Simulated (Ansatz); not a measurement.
# Geometry relaxation of SiO₂ (part 1 of 2)

- system: SiO₂ (P6₅22, 18 atoms in the cell)
- method: DFT LDA, scalar-relativistic, plane waves, PAW, no spin polarisation (Ansatz 0.2.0)

The structure derives from a Materials Project entry. It belongs to a series of runs on one base structure; here: the database's cell, atoms relaxed. Figures and captions count atoms from 1; the log counts them from 0 in places.

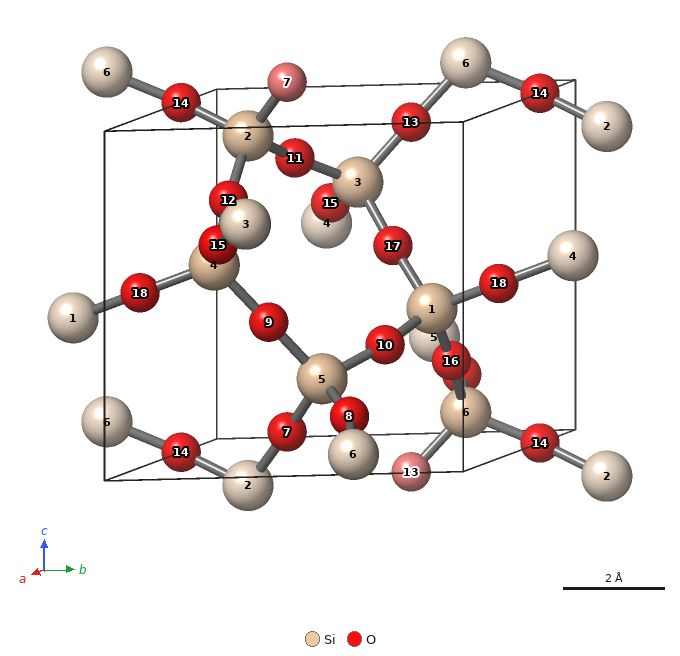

The starting structure (ball-and-stick view of the cell of the calculation, seen slightly off an axis; neighbours outside the cell are drawn fainter; atoms are numbered from 1 in the order of the input). An atom can appear more than once, as a periodic image.

**Input**
```yaml
crystal:
  lattice:
    - [7.3005505184, 0.0, 0.0]
    - [-3.6502752592, 6.3224622106, 0.0]
    - [0.0, 0.0, 7.00512373]
  atoms:
    - { symbol: Si, position: [0.53385836, 0.76692918, 0.41666667] }
    - { symbol: Si, position: [0.46614164, 0.23307082, 0.91666667] }
    - { symbol: Si, position: [0.23307082, 0.46614164, 0.75] }
    - { symbol: Si, position: [0.76692918, 0.23307082, 0.58333333] }
    - { symbol: Si, position: [0.76692918, 0.53385836, 0.25] }
    - { symbol: Si, position: [0.23307082, 0.76692918, 0.08333333] }
    - { symbol: O, position: [0.61232604, 0.38767396, 0.08333333] }
    - { symbol: O, position: [0.0, 0.68289712, 0.16666667] }
    - { symbol: O, position: [0.77534792, 0.38767396, 0.41666667] }
    - { symbol: O, position: [0.68289712, 0.68289712, 0.33333333] }
    - { symbol: O, position: [0.31710288, 0.31710288, 0.83333333] }
    - { symbol: O, position: [0.61232604, 0.22465208, 0.75] }
    - { symbol: O, position: [0.22465208, 0.61232604, 0.91666667] }
    - { symbol: O, position: [0.31710288, 0.0, 0.0] }
    - { symbol: O, position: [0.0, 0.31710288, 0.66666667] }
    - { symbol: O, position: [0.38767396, 0.77534792, 0.25] }
    - { symbol: O, position: [0.38767396, 0.61232604, 0.58333333] }
    - { symbol: O, position: [0.68289712, 0.0, 0.5] }
basis:
  ecutwfc: 420
kpoints:
  mp_grid: { grid: [6, 6, 4] }
hamiltonian:
  xc: lda
scf:
  occupations: { method: gaussian, width: 0.02 }
output:
  forces: true
  stress: true
  eigenvalues: true
relax:
  adjacent_minimum: "off"
  f_tol: 0.01
  max_steps: 40
```

Command:
```bash
ansatz run input.yaml --threads 4 --pin off --max-ram 10240MiB --backend cpu --events-out ev --progress --plain --runs-dir out
```

**What the program printed**
```
Warning: output.stress: scf.convergence.dr2_threshold = 1e-7 eV (the SCF's general default) is looser than the 1.8e-9 eV advised for a printed stress (1e-10 eV for each atom of the cell: 18). What an SCF threshold leaves in a stress goes as its square root, and in the free energy as the threshold itself, and one threshold admits the most on a small cell: of the crystals measured, under no hybrid functional and no lock of the moments, on runs that ended without the residual-converged pass, on stresses that held no estimate of that error, the worst erred by over 100 MPa in a component at 1e-7 eV an atom and by under 5 at 1e-10. Every solve of this run answers to scf.convergence.dr2_threshold, and the tensor of one is reported: a single SCF on the reported geometry and on this run's grids (its basis.xc_grid and basis.ecutrho_ratio typed), with scf.convergence.dr2_threshold at 1.8e-9 eV or tighter, prints it and tightens no other solve. Else set scf.convergence.dr2_threshold to 1.8e-9 eV or tighter. The threshold is an SCF's pass mark: one that does not reach it within its budget of iterations ends unconverged, or closes short of it on a stop that the run arms, and scf.convergence.dr2_threshold's page says what that costs each kind of run
Engine: ansatz 0.2.0, x86_64-unknown-linux-gnu
Pseudopotentials: kind: paw
Pseudopotential: Si, paw, valence charge 4, recommended cutoff 420 eV (normal), Si.paw.azcp
Pseudopotential: O, paw, valence charge 6, recommended cutoff 420 eV (normal), O.paw.azcp
Functional definition: SPW92
  exchange = slater_x
  correlation = pw_c
Crystal: 18 atoms, lattice volume = 323.339 Å³
Basis set: ecut = 420 eV, 6311 PW (Γ)
Bands: 66, of which v1, the nominal top of the filled ones, is band 48 counted from 1 (47 counted from 0)
Symmetry: 12 space group operations
Space group: P6522 (ITA 179), of the structure as read, at distance tolerance 6.9e-5 Å
k-points: 21 of 144 (time reversal used)
Non-local potential: Si, projectors of the file, l = 0: 2, l = 1: 2, l = 2: 2
Non-local potential: O, projectors of the file, l = 0: 2, l = 1: 2, l = 2: 1
PAW form: soft (Blöchl's): semilocal exchange-correlation on the pseudo side does not see the compensation charge
PAW frozen core: Si, regenerated for the run's functional, and the local potential with it (the file was generated under x = pbe(κ = 0.804, μ = 0.2195149727645171), c = pbe(β = 0.06672455060314922))
PAW frozen core: O, regenerated for the run's functional, and the local potential with it (the file was generated under x = pbe(κ = 0.804, μ = 0.2195149727645171), c = pbe(β = 0.06672455060314922))
PAW one-centre angular grid: Si, 110 points (default); XC on 64 Gauss nodes
PAW one-centre angular grid: O, 110 points (default); XC on 64 Gauss nodes
Initial density: superposition of atomic densities (neutral atoms: chi_scale 0, normalization atom), corrected by the library's trained network
Initial wavefunctions: pseudopotential atomic-orbital guess
Functional: x = slater, c = lda
SCF iter   1: F=—  HF=-10335.995389 eV  |F-HF|=—  |Δ(HF+E_count)|=         —  Δρ=1.15e-2  dr2=3.80e-1  ethr=1.77e-3  ⟨swp⟩=7.9  Hψ=7403  notcnv=0  defer=62
preconditioner: auto → Resta (q_TF=auto, 2.228 Å⁻¹)  ε∞=2.6  [insulator: Δε(μ)=5.446 eV  Ē_g=16.146 eV  σ=0.020 eV  W_gap=1.00  n_scr=70 (ndim 8)  ℏωp=20.2 eV  f_vac=0.356  D(μ)=0.00/eV (n_scr^D=0)  ε∞_Penn≈2.6  vacuum switching on, ρ_ref=1.9e-2 e/Å³]
SCF iter   2: F=—  HF=-10335.884287 eV  |F-HF|=—  |Δ(HF+E_count)|=   1.11e-1  Δρ=3.13e-3  dr2=9.80e-3  ethr=3.96e-4  ⟨swp⟩=2.4  Hψ=2490  notcnv=0  defer=255
SCF iter   3: F=—  HF=-10335.881271 eV  |F-HF|=—  |Δ(HF+E_count)|=   3.02e-3  Δρ=1.31e-3  dr2=2.89e-3  ethr=1.02e-5  ⟨swp⟩=2.0  Hψ=1954  notcnv=0  defer=255
SCF iter   4: F=—  HF=-10335.880363 eV  |F-HF|=—  |Δ(HF+E_count)|=   9.09e-4  Δρ=4.47e-4  dr2=3.58e-4  ethr=3.01e-6  ⟨swp⟩=1.4  Hψ=1368  notcnv=0  defer=255
SCF iter   5: F=—  HF=-10335.880276 eV  |F-HF|=—  |Δ(HF+E_count)|=   8.71e-5  Δρ=9.34e-5  dr2=2.18e-5  ethr=3.73e-7  ⟨swp⟩=2.9  Hψ=2382  notcnv=0  defer=255
SCF iter   6: F=-10335.880272 eV  HF=-10335.880272 eV  |F-HF|=1.27e-7  |Δ(HF+E_count)|=   3.92e-6  Δρ=1.11e-5  dr2=3.94e-7  ethr=2.60e-9  ⟨swp⟩=16.1  Hψ=8993  notcnv=0
SCF 1 converged in 6 iterations: F = -10335.880272 eV  dr2 = 3.94e-7
  greatest PAW one-centre occupation: 0.855 electrons in one spin orbital (limit 2), on the O atom at site 17 (counted from 0), in its partial waves of l = 0
relax step   1: F+E_penalty+E_count = -10335.88027172 eV  Δ(F+E_penalty+E_count) = +0.000e0 eV  max|allowed force component| = 3.477e-2 eV/Å  Δτ_max = 0.0000 Å  (6 SCF iters, dr2 threshold 2.50e-6 eV, accepted)
Initial density: handed on by an earlier stage of this run
Initial wavefunctions: those handed on with the density
iter 1 solved again at ethr=6.15e-8 eV; its pass at ethr=3.10e-3 eV (dr2=5.90e-5 eV) is discarded
SCF iter   1: F=—  HF=-10335.880653 eV  |F-HF|=—  |Δ(HF+E_count)|=         —  Δρ=1.65e-4  dr2=6.24e-5  ethr=6.15e-8  ⟨swp⟩=3.1  Hψ=4612  notcnv=0  defer=252
preconditioner: auto → Resta (q_TF=auto, 2.228 Å⁻¹)  ε∞=2.5  [insulator: Δε(μ)=5.632 eV  Ē_g=16.285 eV  σ=0.020 eV  W_gap=1.00  n_scr=70 (ndim 8)  ℏωp=20.2 eV  f_vac=0.349  D(μ)=0.00/eV (n_scr^D=0)  ε∞_Penn≈2.5  vacuum switching on, ρ_ref=1.9e-2 e/Å³]
SCF iter   2: F=—  HF=-10335.880635 eV  |F-HF|=—  |Δ(HF+E_count)|=   1.85e-5  Δρ=6.92e-5  dr2=9.63e-6  ethr=6.15e-8  ⟨swp⟩=2.0  Hψ=1822  notcnv=0  defer=252
SCF iter   3: F=—  HF=-10335.880632 eV  |F-HF|=—  |Δ(HF+E_count)|=   2.66e-6  Δρ=3.24e-5  dr2=1.98e-6  ethr=1.00e-8  ⟨swp⟩=2.0  Hψ=1887  notcnv=0  defer=252
SCF iter   4: F=-10335.880632 eV  HF=-10335.880632 eV  |F-HF|=6.11e-9  |Δ(HF+E_count)|=   4.17e-7  Δρ=5.91e-6  dr2=7.04e-8  ethr=1.04e-10  ⟨swp⟩=10.0  Hψ=7733  notcnv=0
SCF 2 converged in 4 iterations: F = -10335.880632 eV  dr2 = 7.04e-8
  greatest PAW one-centre occupation: 0.855 electrons in one spin orbital (limit 2), on the O atom at site 13 (counted from 0), in its partial waves of l = 0
relax step   2: F+E_penalty+E_count = -10335.88063155 eV  Δ(F+E_penalty+E_count) = -3.598e-4 eV  max|allowed force component| = 2.397e-2 eV/Å  Δτ_max = 0.0012 Å  (4 SCF iters, accepted)
SCF iter   1: F=—  HF=-10335.881247 eV  |F-HF|=—  |Δ(HF+E_count)|=         —  Δρ=4.20e-4  dr2=4.49e-4  ethr=5.18e-6  ⟨swp⟩=2.5  Hψ=2963  notcnv=0  defer=255
preconditioner: auto → Resta (q_TF=auto, 2.228 Å⁻¹)  ε∞=2.5  [insulator: Δε(μ)=5.635 eV  Ē_g=16.291 eV  σ=0.020 eV  W_gap=1.00  n_scr=70 (ndim 8)  ℏωp=20.2 eV  f_vac=0.349  D(μ)=0.00/eV (n_scr^D=0)  ε∞_Penn≈2.5  vacuum switching on, ρ_ref=1.9e-2 e/Å³]
SCF iter   2: F=—  HF=-10335.881097 eV  |F-HF|=—  |Δ(HF+E_count)|=   1.50e-4  Δρ=1.85e-4  dr2=7.68e-5  ethr=4.68e-7  ⟨swp⟩=2.8  Hψ=2414  notcnv=0  defer=255
SCF iter   3: F=—  HF=-10335.881095 eV  |F-HF|=—  |Δ(HF+E_count)|=   1.83e-6  Δρ=8.30e-5  dr2=1.40e-5  ethr=8.00e-8  ⟨swp⟩=2.0  Hψ=1887  notcnv=0  defer=255
SCF iter   4: F=—  HF=-10335.881092 eV  |F-HF|=—  |Δ(HF+E_count)|=   3.20e-6  Δρ=1.69e-5  dr2=4.70e-7  ethr=1.46e-8  ⟨swp⟩=2.0  Hψ=1844  notcnv=0  defer=255
SCF iter   5: F=—  HF=-10335.881092 eV  |F-HF|=—  |Δ(HF+E_count)|=   6.05e-8  Δρ=7.11e-6  dr2=1.08e-7  ethr=1.04e-10  ⟨swp⟩=12.8  Hψ=7584  notcnv=0
SCF iter   6: F=-10335.881092 eV  HF=-10335.881092 eV  |F-HF|=1.32e-9  |Δ(HF+E_count)|=   3.15e-8  Δρ=1.61e-6  dr2=4.12e-9  ethr=1.04e-10  ⟨swp⟩=4.0  Hψ=4344  notcnv=0
SCF 3 converged in 6 iterations: F = -10335.881092 eV  dr2 = 4.12e-9
relax step   3: F+E_penalty+E_count = -10335.88109214 eV  Δ(F+E_penalty+E_count) = -4.606e-4 eV  max|allowed force component| = 2.290e-2 eV/Å  Δτ_max = 0.0035 Å  (6 SCF iters, accepted)
SCF iter   1: F=—  HF=-10335.881144 eV  |F-HF|=—  |Δ(HF+E_count)|=         —  Δρ=1.16e-4  dr2=4.95e-5  ethr=4.63e-7  ⟨swp⟩=2.0  Hψ=2841  notcnv=0  defer=174
preconditioner: auto → Resta (q_TF=auto, 2.228 Å⁻¹)  ε∞=2.5  [insulator: Δε(μ)=5.635 eV  Ē_g=16.291 eV  σ=0.020 eV  W_gap=1.00  n_scr=70 (ndim 8)  ℏωp=20.2 eV  f_vac=0.350  D(μ)=0.00/eV (n_scr^D=0)  ε∞_Penn≈2.5  vacuum switching on, ρ_ref=1.9e-2 e/Å³]
SCF iter   2: F=—  HF=-10335.881152 eV  |F-HF|=—  |Δ(HF+E_count)|=   7.59e-6  Δρ=5.28e-5  dr2=9.84e-6  ethr=5.15e-8  ⟨swp⟩=2.0  Hψ=2345  notcnv=0  defer=177
SCF iter   3: F=—  HF=-10335.881148 eV  |F-HF|=—  |Δ(HF+E_count)|=   4.47e-6  Δρ=1.26e-5  dr2=3.16e-7  ethr=1.03e-8  ⟨swp⟩=2.0  Hψ=1889  notcnv=0  defer=177
SCF iter   4: F=-10335.881147 eV  HF=-10335.881147 eV  |F-HF|=2.34e-9  |Δ(HF+E_count)|=   7.76e-8  Δρ=4.29e-6  dr2=2.68e-8  ethr=2.60e-10  ⟨swp⟩=10.3  Hψ=6671  notcnv=0
SCF 4 converged in 4 iterations: F = -10335.881147 eV  dr2 = 2.68e-8
  greatest PAW one-centre occupation: 0.855 electrons in one spin orbital (limit 2), on the O atom at site 14 (counted from 0), in its partial waves of l = 0
relax step   4: F+E_penalty+E_count = -10335.88114742 eV  Δ(F+E_penalty+E_count) = -5.528e-5 eV  max|allowed force component| = 7.093e-4 eV/Å  Δτ_max = 0.0012 Å  (4 SCF iters, dr2 threshold 2.49e-7 eV, accepted)
iter 1 solved again at ethr=2.79e-11 eV; its pass at ethr=3.10e-3 eV (dr2=2.68e-8 eV) is discarded
SCF iter   1: F=—  HF=-10335.881147 eV  |F-HF|=—  |Δ(HF+E_count)|=         —  Δρ=4.29e-6  dr2=2.68e-8  ethr=2.79e-11  ⟨swp⟩=1.0  Hψ=3360  notcnv=0
preconditioner: auto → Resta (q_TF=auto, 2.228 Å⁻¹)  ε∞=2.5  [insulator: Δε(μ)=5.635 eV  Ē_g=16.290 eV  σ=0.020 eV  W_gap=1.00  n_scr=70 (ndim 8)  ℏωp=20.2 eV  f_vac=0.350  D(μ)=0.00/eV (n_scr^D=0)  ε∞_Penn≈2.5  vacuum switching on, ρ_ref=1.9e-2 e/Å³]
SCF iter   2: F=-10335.881147 eV  HF=-10335.881147 eV  |F-HF|=1.07e-9  |Δ(HF+E_count)|=   1.15e-9  Δρ=1.87e-6  dr2=5.78e-9  ethr=2.79e-11  ⟨swp⟩=4.0  Hψ=3866  notcnv=0
SCF 5 converged in 2 iterations: F = -10335.881147 eV  dr2 = 5.78e-9
relax step   5: F+E_penalty+E_count = -10335.88114743 eV  Δ(F+E_penalty+E_count) = -4.584e-9 eV  max|allowed force component| = 7.559e-4 eV/Å  Δτ_max = 0.0000 Å  (2 SCF iters, accepted)
```

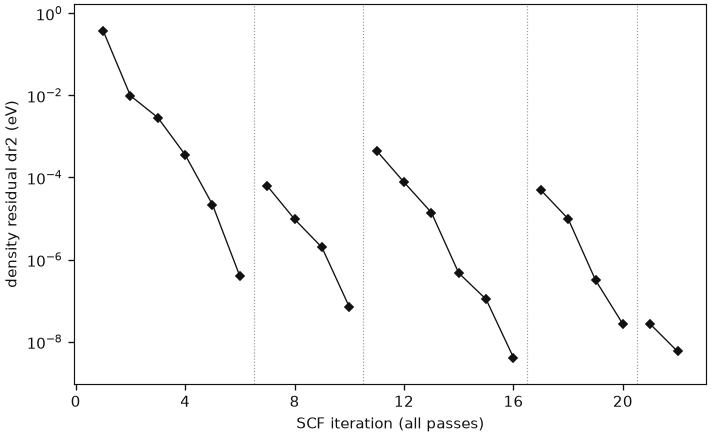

Convergence of the self-consistent field: density residual dr2 against the SCF iteration. The dotted lines part the SCF passes of the relaxation: geometry steps, rejected trials and re-solves on a re-selected basis. The 5 passes take 2 to 6 iterations each, 22 in all.

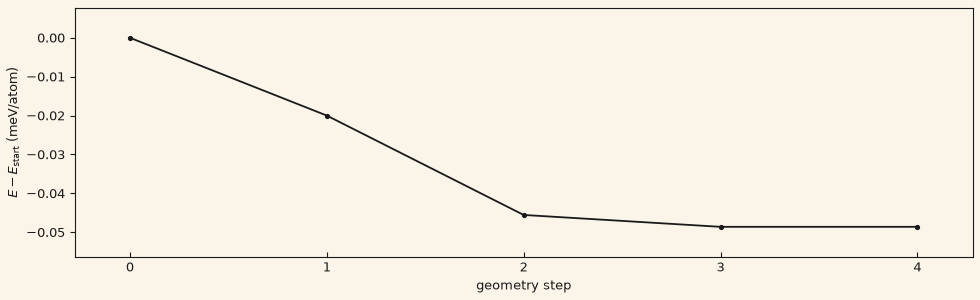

Progress of the relaxation, step by step (the first geometry is step 0 here and step 1 in the log). The largest moves, 0.005 Å, are those of O8, O10, O11, O14, O15 and O18. By element the largest moves are O 0.005 Å, Si 0.002 Å. The lattice vectors keep their values. The space group stays P6_522 (No. 179). Over 4 geometry steps the energy falls by next to nothing (0.0 meV per atom). The largest force component goes from 0.035 to 0.00076 eV/Å. (Atoms are counted from 1 in the order of the input.)

```
SCF converged after 2 iterations
Free energy (F): -10335.881147 eV
Harris-Foulkes:  -10335.881147 eV  (|F-HF|=1.07e-9)
Internal energy: -10335.881147 eV  (E = F + TS)
E sigma→0 (E₀):  -10335.881147 eV
Fermi energy:    2.006563 eV
--- Per-component energies (eV) ---
  E_band       = -726.624660
  E_kinetic    = 2404.597629
  E_local      = -8697.802558  (includes V_loc(G=0)·N_el)
  E_nonlocal   = 752.828489
  E_hartree    = 3349.944590
  E_xc         = -1202.423866
  E_vxc        = -1406.957016  (∫ρ·V_xc dr)
  E_paw        = -4700.231729  (= ΣΔE_a)
  E_vpaw       = -479.211567  (= ΣTr[D̂ρ^β])
  E_aug_tail   = 0.032145  (compensation charges beyond the density's cutoff)
  E_ewald      = -2244.494889
  E_core_change = 1.669042  (= ΣΔE_core)
  E_smearing   = -0.000000  (= −TS)
  E_closure    = 0.000000  (closes the sum)
  Σ components = -10335.881147   (vs F -10335.881147, Δ=0.00e0)
--- Forces (eV/Å), atoms counted from 1 ---
  atom   1  Si    -0.00065466    -0.00037797    -0.00000000
  atom   2  Si     0.00065466     0.00037797     0.00000000
  atom   3  Si    -0.00000000     0.00075594     0.00000000
  atom   4  Si    -0.00065466     0.00037797     0.00000000
  atom   5  Si     0.00000000    -0.00075594     0.00000000
  atom   6  Si     0.00065466    -0.00037797     0.00000000
  atom   7  O     -0.00046193     0.00026670     0.00000000
  atom   8  O      0.00008877    -0.00015375    -0.00000000
  atom   9  O      0.00046193     0.00026670    -0.00000000
  atom  10  O     -0.00008877    -0.00015375     0.00000000
  atom  11  O      0.00008877     0.00015375    -0.00000000
  atom  12  O     -0.00000000    -0.00053340     0.00000000
  atom  13  O     -0.00046193    -0.00026670     0.00000000
  atom  14  O      0.00017754     0.00000000    -0.00000000
  atom  15  O     -0.00008877     0.00015375    -0.00000000
  atom  16  O      0.00000000     0.00053340    -0.00000000
  atom  17  O      0.00046193    -0.00026670     0.00000000
  atom  18  O     -0.00017754    -0.00000000    -0.00000000
  max |Σ_I F_I| component: 1.16e-17 eV/Å
--- Stress (GPa, compression-positive) ---
       -1.211680       0.000000       0.000000
       -0.000000      -1.211680      -0.000000
       -0.000000      -0.000000      -0.965679
  P = ⅓ Tr σ = -1.1297 GPa (-11.297 kbar)
--- Band table (eV; the first three rows and the last of 21) ---
```
